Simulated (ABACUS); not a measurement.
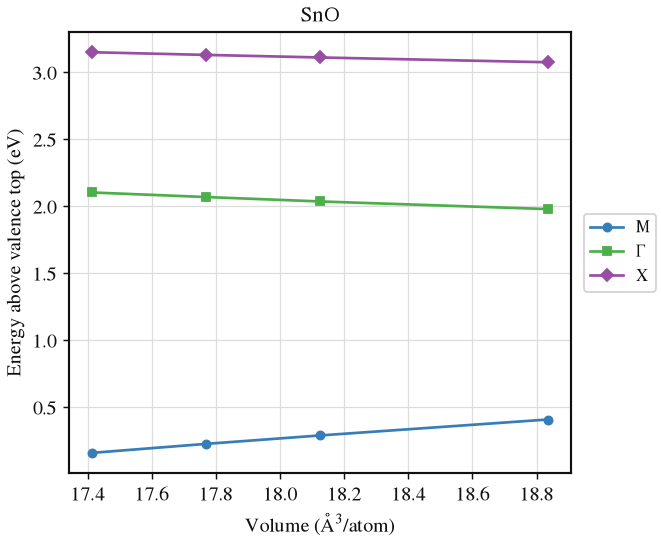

Lowest conduction level at each named k point, counted from the valence-band top at Γ.

System: SnO, space group P4/nmm, 4 atoms in the cell. The cell is scaled at fixed shape and fractional positions. At 18.12 Å³/atom, a = 3.839 Å, c = 4.919 Å (tetragonal axes). Method: LDA, PseudoDojo NC SR 0.4.1 LDA standard, no spin polarisation, no spin-orbit coupling, 6×6×5 k mesh, 1143 eV cutoff (ABACUS 3.10.1).

How does each level move from 17.41 Å³/atom to 18.84 Å³/atom?

Answer. M rises by 0.25 eV, Γ falls by 0.12 eV and X falls by 0.08 eV.

Which of these conduction levels is lowest, and does that change?

Answer. The lowest is the one at M, over the whole range, so among these points the gap stays indirect.

What are the deformation potentials dE/d ln V?

Answer. Straight lines against ln V have slopes of +3.2 eV at M, −1.6 eV at Γ and −1.0 eV at X.

The values:
```csv
volume,M (eV),Γ (eV),X (eV),pressure (GPa)
17.41 Å³/atom,0.16,2.10,3.15,−1.1
17.77 Å³/atom,0.22,2.07,3.13,−3.0
18.12 Å³/atom,0.29,2.04,3.11,−4.7
18.84 Å³/atom,0.41,1.98,3.07,−7.5
```

LDA, GGA and most meta-GGA functionals understate gaps. The usual form of SnO is litharge (tetragonal). A mesh with an odd division misses points of the zone boundary, where a smaller gap can lie.
